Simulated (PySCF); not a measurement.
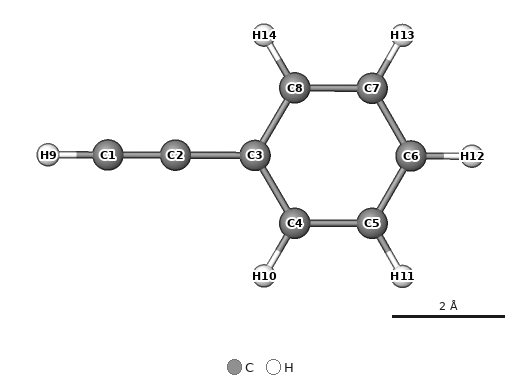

Fig. 1: The structure as given in the input (ball-and-stick view, seen on its broad side; atoms are numbered from 1 in the order of the input).

# Run report: C$_{8}$H$_{6}$, spin–spin coupling calculation

C$_{8}$H$_{6}$ (phenylacetylene), SMILES C#Cc1ccccc1, computed with B3LYP/pcJ-1 indirect spin-spin coupling, non-relativistic, gas phase (PySCF 2.14.0).

The geometry comes from this level: PBE0-D3(BJ)/def2-SVP. Figures and captions count atoms from 1; the log counts them from 0 in places.

## Input file
```
{"job": {"kind": "j", "xc": "B3LYP", "basis": "pcJ-1"}, "charge": 0, "multiplicity": 1}
C      2.216592     1.899816     1.680119
C      1.417900     1.215310     1.075168
C      0.477134     0.409376     0.361875
C     -0.041050     0.841103    -0.871200
C     -0.955857     0.053364    -1.561865
C     -1.366311    -1.171633    -1.035939
C     -0.857557    -1.608263     0.187248
C      0.057589    -0.826234     0.883871
H      2.923850     2.505913     2.215221
H      0.283863     1.800690    -1.277831
H     -1.352492     0.398731    -2.519456
H     -2.085294    -1.787924    -1.580804
H     -1.176730    -2.567041     0.602569
H      0.459376    -1.162777     1.841481
```

The first line tells a small driver script what to run in PySCF; the rest is the geometry in Å.

## Output
```
coarse grid: 12408 points
cycle   1  E = -308.2958543686  dE =  1.188e+00  |g| = 4.316e-01  |ddm| = 3.775e+00
cycle   2  E = -308.2998436277  dE = -3.989e-03  |g| = 4.110e-01  |ddm| = 7.611e-01
cycle   3  E = -308.3429228820  dE = -4.308e-02  |g| = 6.230e-02  |ddm| = 3.707e-01
cycle   4  E = -308.3431232904  dE = -2.004e-04  |g| = 5.342e-02  |ddm| = 1.008e-01
cycle   5  E = -308.3439258854  dE = -8.026e-04  |g| = 1.262e-02  |ddm| = 5.535e-02
cycle   6  E = -308.3439576465  dE = -3.176e-05  |g| = 5.661e-03  |ddm| = 1.191e-02
cycle   7  E = -308.3439656124  dE = -7.966e-06  |g| = 1.427e-03  |ddm| = 4.245e-03
final grid: 121896 points
cycle   8  E = -308.4111658949  dE = -1.238e-04  |g| = 6.001e-03  |ddm| = 2.288e-02
cycle   9  E = -308.4111616298  dE =  4.265e-06  |g| = 7.209e-03  |ddm| = 1.020e-02
cycle  10  E = -308.4111737448  dE = -1.212e-05  |g| = 1.584e-03  |ddm| = 5.878e-03
cycle  11  E = -308.4111740562  dE = -3.113e-07  |g| = 1.109e-03  |ddm| = 1.765e-03
cycle  12  E = -308.4111743520  dE = -2.958e-07  |g| = 2.771e-04  |ddm| = 8.720e-04
cycle  13  E = -308.4111743713  dE = -1.928e-08  |g| = 4.857e-05  |ddm| = 2.294e-04
cycle  14  E = -308.4111743718  dE = -5.857e-10  |g| = 1.539e-05  |ddm| = 5.791e-05
```

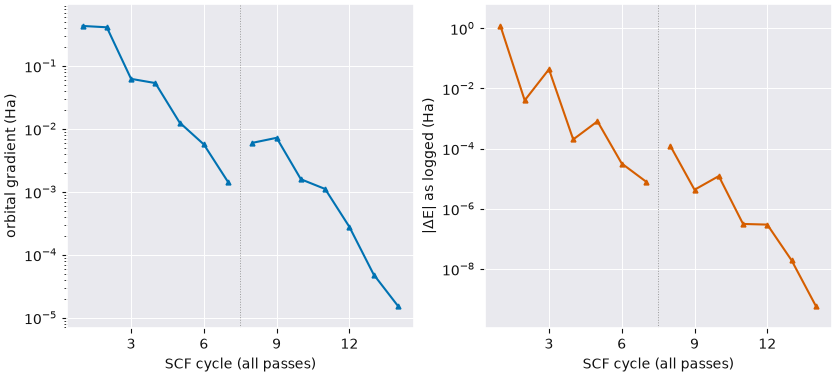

Fig. 2: Convergence of the self-consistent field: orbital gradient and size of the energy change against the SCF cycle. The dotted line marks the change from a coarse to the final integration grid. The first 7 cycles use a coarse grid, the final grid takes over at cycle 8, and the field converges after 14 cycles in all.

```
converged SCF energy = -308.4111743718

Indirect spin-spin couplings (Hz)
  i      j    bonds     total        FC       PSO       DSO        SD
  0 C    1 C    1    200.523   192.400     8.019     0.104         -
  0 C    2 C    2     14.174    14.461    -0.171    -0.116         -
  0 C    3 C    3      2.419     2.981    -0.502    -0.060         -
  0 C    5 C    5      0.727     0.691     0.097    -0.061         -
  0 C    7 C    3      2.422     2.982    -0.500    -0.060         -
  0 C    8 H    1    275.079   275.948    -1.256     0.388         -
  0 C    9 H    4     -0.614    -0.437    -0.078    -0.099         -
  0 C   10 H    5      0.557     0.538     0.259    -0.241         -
  0 C   11 H    6     -0.543    -0.517     0.227    -0.253         -
  0 C   12 H    5      0.556     0.537     0.259    -0.240         -
  0 C   13 H    4     -0.614    -0.437    -0.077    -0.099         -
  1 C    2 C    1     99.340   101.745    -2.673     0.268         -
  1 C    3 C    2      1.927     1.804     0.107     0.016         -
  1 C    4 C    3      5.630     5.574     0.115    -0.060         -
  1 C    5 C    4     -1.697    -1.664     0.023    -0.056         -
  1 C    6 C    3      5.629     5.574     0.115    -0.060         -
  1 C    7 C    2      1.924     1.801     0.107     0.016         -
  1 C    8 H    2     52.094    47.634     5.582    -1.122         -
  1 C    9 H    3      6.122     6.030    -0.057     0.149         -
  1 C   10 H    4      0.624     0.598     0.297    -0.271         -
  1 C   11 H    5      1.029     1.021     0.301    -0.293         -
  1 C   12 H    4      0.619     0.593     0.297    -0.271         -
  1 C   13 H    3      6.134     6.041    -0.057     0.150         -
  2 C    3 C    1     63.341    69.970    -6.901     0.271         -
  2 C    4 C    2     -0.216    -0.182    -0.040     0.007         -
  2 C    5 C    3      9.393     8.875     0.504     0.014         -
  2 C    6 C    2     -0.220    -0.186    -0.040     0.007         -
  2 C    7 C    1     63.365    69.995    -6.901     0.272         -
  2 C    8 H    3      4.662     4.720     0.358    -0.416         -
  2 C    9 H    2      0.615     1.750    -0.926    -0.209         -
  2 C   10 H    3      8.816     8.943     0.314    -0.441         -
  2 C   11 H    4     -1.619    -1.605     0.373    -0.386         -
  2 C   12 H    3      8.805     8.932     0.314    -0.441         -
  2 C   13 H    2      0.623     1.757    -0.926    -0.209         -
  3 C    4 C    1     62.467    69.558    -7.317     0.226         -
  3 C    5 C    2     -1.464    -1.600     0.150    -0.014         -
  3 C    6 C    3      7.676     7.256     0.420     0.000         -
  3 C    7 C    2     -0.478    -0.417    -0.058    -0.003         -
  3 C    8 H    4     -2.574    -2.336     0.010    -0.248         -
  3 C    9 H    1    170.605   169.609     0.109     0.887         -
  3 C   10 H    2      2.104     3.365    -0.939    -0.322         -
  3 C   11 H    3      8.203     8.320     0.375    -0.493         -
  3 C   12 H    4     -1.534    -1.500     0.394    -0.428         -
  3 C   13 H    3      6.592     6.713     0.364    -0.485         -
  4 C    5 C    1     61.606    68.511    -7.124     0.220         -
  4 C    6 C    2     -0.871    -0.906     0.051    -0.016         -
  4 C    7 C    3      7.694     7.274     0.419     0.000         -
  4 C    8 H    5      0.374     0.401     0.200    -0.226         -
  4 C    9 H    2      1.538     2.756    -0.887    -0.330         -
  4 C   10 H    1    167.920   166.817     0.270     0.832         -
  4 C   11 H    2      1.624     2.843    -0.877    -0.342         -
  4 C   12 H    3      8.201     8.338     0.364    -0.501         -
  4 C   13 H    4     -1.219    -1.201     0.412    -0.430         -
  5 C    6 C    1     61.558    68.464    -7.126     0.220         -
  5 C    7 C    2     -1.461    -1.597     0.150    -0.014         -
  5 C    8 H    6     -0.645    -0.615     0.182    -0.213         -
  5 C    9 H    3      8.209     8.330     0.371    -0.493         -
  5 C   10 H    2      1.489     2.709    -0.877    -0.343         -
  5 C   11 H    1    167.874   166.799     0.254     0.821         -
  5 C   12 H    2      1.493     2.713    -0.877    -0.344         -
  5 C   13 H    3      8.214     8.335     0.372    -0.493         -
  6 C    7 C    1     62.452    69.543    -7.317     0.226         -
  6 C    8 H    5      0.374     0.400     0.200    -0.226         -
  6 C    9 H    4     -1.222    -1.205     0.412    -0.430         -
  6 C   10 H    3      8.203     8.340     0.364    -0.501         -
  6 C   11 H    2      1.610     2.829    -0.878    -0.341         -
  6 C   12 H    1    168.009   166.908     0.269     0.832         -
  6 C   13 H    2      1.518     2.736    -0.888    -0.330         -
  7 C    8 H    4     -2.574    -2.337     0.011    -0.248         -
  7 C    9 H    3      6.593     6.713     0.364    -0.485         -
  7 C   10 H    4     -1.532    -1.498     0.394    -0.428         -
  7 C   11 H    3      8.201     8.319     0.375    -0.493         -
  7 C   12 H    2      2.117     3.378    -0.939    -0.322         -
  7 C   13 H    1    170.504   169.507     0.110     0.887         -
  8 H    9 H    5      0.374     0.511     0.517    -0.654         -
  8 H   10 H    6     -0.300    -0.232     0.743    -0.812         -
  8 H   11 H    7      0.350     0.433     0.756    -0.839         -
  8 H   12 H    6     -0.300    -0.232     0.743    -0.812         -
  8 H   13 H    5      0.374     0.511     0.518    -0.655         -
  9 H   10 H    3      8.706     8.938     0.140    -0.373         -
  9 H   11 H    4      0.941     1.059     1.691    -1.809         -
  9 H   12 H    5      0.638     0.760     1.691    -1.813         -
  9 H   13 H    4      1.503     1.611     1.776    -1.884         -
 10 H   11 H    3      8.395     8.637     0.200    -0.442         -
 10 H   12 H    4      0.986     1.111     1.714    -1.839         -
 10 H   13 H    5      0.637     0.759     1.692    -1.814         -
 11 H   12 H    3      8.390     8.631     0.200    -0.442         -
 11 H   13 H    4      0.944     1.062     1.691    -1.810         -
 12 H   13 H    3      8.707     8.939     0.140    -0.372         -
```

## Results in brief

```json
{"quantity": "outcome", "value": "converged"}
{"quantity": "total energy", "value": "−308.411174 hartree"}
{"quantity": "HOMO", "value": "−6.67 eV"}
{"quantity": "LUMO", "value": "−1.23 eV"}
{"quantity": "dipole moment", "value": "0.68 D"}
{"quantity": "hardware", "value": "1 CPU thread, shared host"}
{"quantity": "wall time", "value": "38 s"}
{"quantity": "peak memory", "value": "1.1 GiB"}
```
